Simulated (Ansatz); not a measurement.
The structure in question:

```
CELL_PARAMETERS angstrom
4.43041 0.00000 0.00000
0.00000 4.43041 0.00000
0.00000 0.00000 4.36294
ATOMIC_POSITIONS crystal
N 0.75000 0.25000 0.25000
N 0.25000 0.75000 0.25000
N 0.25000 0.25000 0.75000
Ga 0.00000 0.00000 0.00000
N 0.75000 0.75000 0.75000
Ga 0.50000 0.50000 0.00000
Ga 0.50000 0.00000 0.50000
Ga 0.00000 0.50000 0.50000
```

### Say what kind of structure these coordinates give.

The solid is GaN. Strictly the space group is I-4m2 (No. 119, within 0.01 Å). It is a distorted form of a face-centred cubic structure, space group F-43m (No. 216) within 0.25 Å: zinc blende (sphalerite type). The cell holds 8 atoms (4 Ga, 4 N), Z = 4. Each N is bonded to four Ga in a tetrahedral arrangement at 1.91 Å. Each Ga atom is coordinated by four N in a tetrahedral arrangement at 1.91 Å. The bonds build a three-dimensional framework.

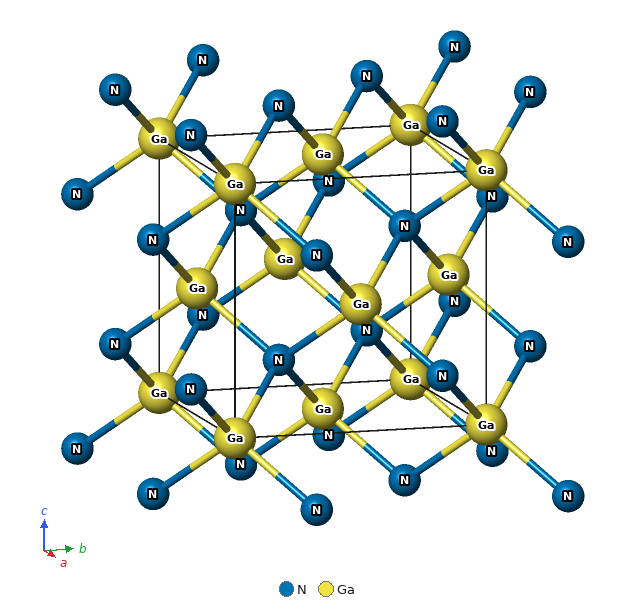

Ball-and-stick drawing of the structure, looking slightly off an axis. The drawn cell (a repeat of the simulation cell) is drawn as a box. Periodic images bonded to atoms of the box are shown as well. Colours: gallium yellow, nitrogen blue.

The structure was taken from a structure listed in the Materials Project. The cell was then strained or its atoms displaced on purpose. A calculation with Ansatz used it as input.

At this level of theory the run's own cell isn't at rest (compressed, at 14 GPa), so its distances can differ from those at equilibrium, the more so the softer the solid.
